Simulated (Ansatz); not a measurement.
# H15NO6 (amorphous cell): what the fields show

The calculation's input:

```
accuracy: low
crystal:
  lattice:
    - [5.595575, 0.0, 0.0]
    - [0.0, 5.595575, 0.0]
    - [0.0, 0.0, 5.595575]
  atoms:
    - { symbol: O, position: [0.6345271, 0.3922964, 0.8889667] }
    - { symbol: H, position: [0.7230284, 0.516908, 0.8077184] }
    - { symbol: H, position: [0.70716, 0.3848726, 1.0459099] }
    - { symbol: O, position: [0.2370932, 0.2110658, 0.1503895] }
    - { symbol: H, position: [0.326122, 0.0823652, 0.2243615] }
    - { symbol: H, position: [0.2083142, 0.3220235, 0.280089] }
    - { symbol: O, position: [0.1809437, 0.6754068, 0.2967315] }
    - { symbol: H, position: [0.322779, 0.6519447, 0.3931374] }
    - { symbol: H, position: [0.2358998, 0.650154, 0.1345467] }
    - { symbol: O, position: [0.7230198, 0.940768, 0.7979087] }
    - { symbol: H, position: [0.5680256, 0.9999559, 0.7485591] }
    - { symbol: H, position: [0.701005, 0.8996371, 0.9645983] }
    - { symbol: O, position: [0.7082528, 0.0491886, 0.3900085] }
    - { symbol: H, position: [0.6168456, 0.1482897, 0.2814475] }
    - { symbol: H, position: [0.6637233, -0.1123945, 0.3467666] }
    - { symbol: O, position: [1.0148977, 0.2603288, 0.679768] }
    - { symbol: H, position: [0.9040607, 0.3400361, 0.573355] }
    - { symbol: H, position: [1.0058944, 0.0940057, 0.6326788] }
    - { symbol: "N", position: [0.3206914, 0.6381148, 0.7179929] }
    - { symbol: H, position: [0.2894366, 0.8161003, 0.7370777] }
    - { symbol: H, position: [0.1577883, 0.5576585, 0.7149451] }
    - { symbol: H, position: [0.4016941, 0.5837246, 0.8712906] }
basis:
  ecutwfc: 420.0
kpoints:
  mp_grid: { grid: [1, 1, 1] }
hamiltonian:
  xc: pbe
scf:
  occupations: { method: fermi_dirac, width: 0.02 }
  lower_state_search: "off"
relax:
  f_tol: 0.3
  max_steps: 15
  adjacent_minimum: "off"
output:
  write_density: true
  write_potential: true
  elf: true
  volumetric_format: npy
```

Run with:

```sh
ansatz run input.yaml --threads 1 --pin off --max-ram 3072MiB --backend cpu --events-out ev --progress --plain --runs-dir out
```

The fields are those of the relaxed geometry.

All numbers below come from DFT PBE, scalar-relativistic, plane waves, PAW in Ansatz.

In a PAW calculation such maps are meaningful between the atoms, not at the nuclei.

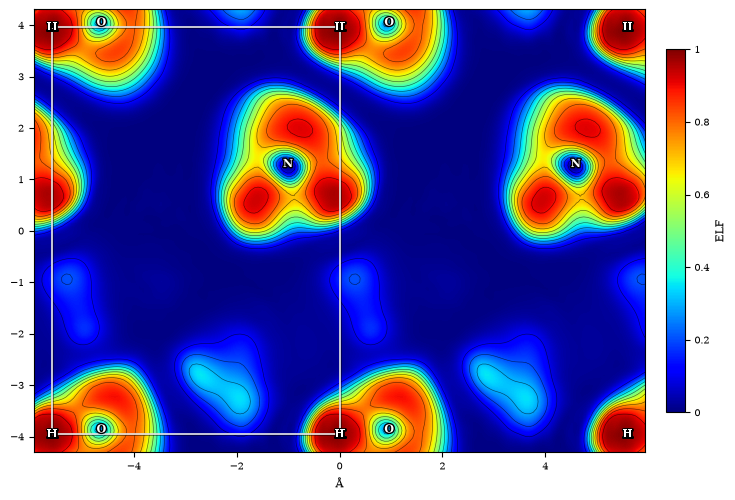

Figure 1. ELF on the (101) plane of the calculation cell.

Question: What do the fields say about this system?

Answer: Atoms in the plane: O, H and N. Atoms just off the plane (H, 0.4 Å away) can leave unmarked features too. O–H (0.98 Å): the ELF climbs to about 1 towards the hydrogen, as it does in any bond to H: a covalent bond by its length. The ELF also peaks beside O and N, away from the bonds: lone-pair regions.

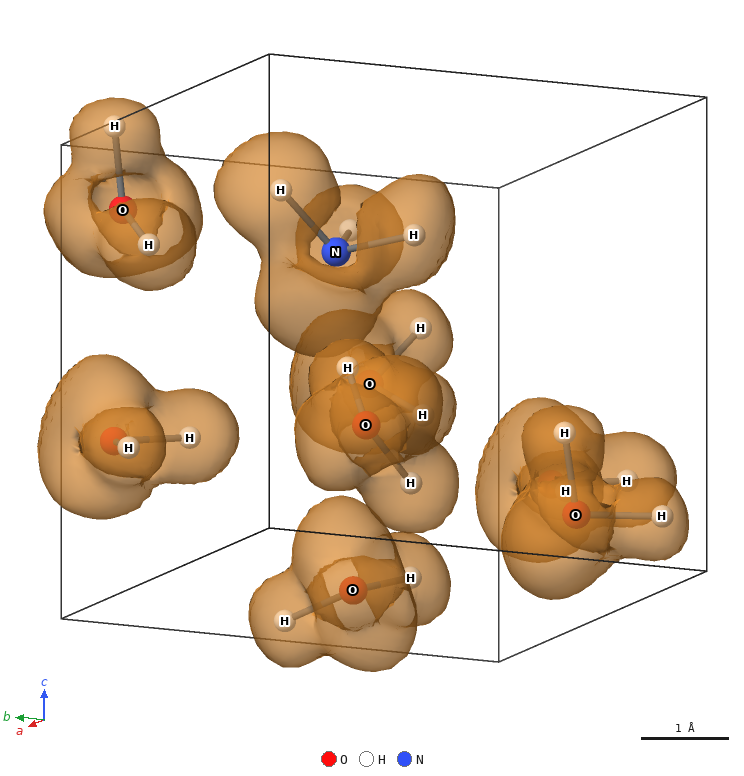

Figure 2. Isosurface of the ELF at 0.75 (orange), seen at an oblique angle. Only the valence region is drawn (cores and ρ < 0.01 e/Å³ removed). Sticks mark near contacts.

Question: Identify the bonds, lone pairs and shells in this picture.

Answer: The surface consists of one joined region spread over several atoms (H, N), in which their bonds and any lone pairs are merged and six joined regions spread over several atoms (H, O), in which their bonds and any lone pairs are merged, counted in one cell of 22 atoms. Regions shared between cells count once.


O–H (0.97 Å): the ELF climbs to about 1 towards the hydrogen (a covalent bond by its length). N–H (1.02 Å): the ELF climbs to about 1 towards the hydrogen: a covalent bond by its length.

Question: Metal or insulator at this level of theory?

Answer: It is gapped, with a Kohn–Sham gap of 4.5 eV at the Γ point, the only k-point used.
